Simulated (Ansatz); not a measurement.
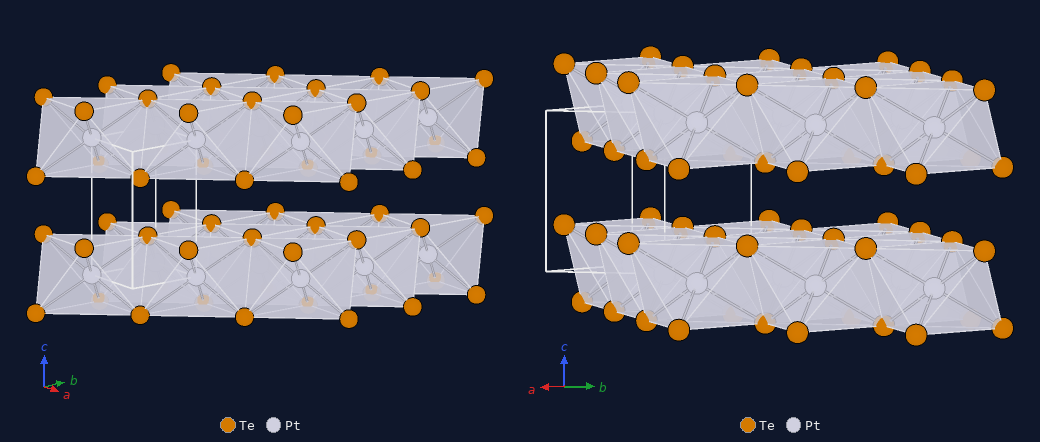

Polyhedra are drawn about Pt (bonds: Pt–Te below 3 Å); other atoms are plain spheres. Two views of the same piece.

The compound is Te2Pt (space group P-3m1, No. 164), taken as a calculation's input that goes back to an entry of the Crystallography Open Database (an earlier step may have relaxed or displaced it).

What figure surrounds each Pt atom, and what does it share with the other drawn polyhedra?

Pt: PtTe6 octahedron, sharing edges with six neighbours.

What is the connectivity of the polyhedra: isolated, groups, chains, layers or framework?

They form layers of edge-sharing octahedra parallel to (001).

How far apart are the centres of linked polyhedra?

Centre to centre across a shared edge: 4.04 Å.
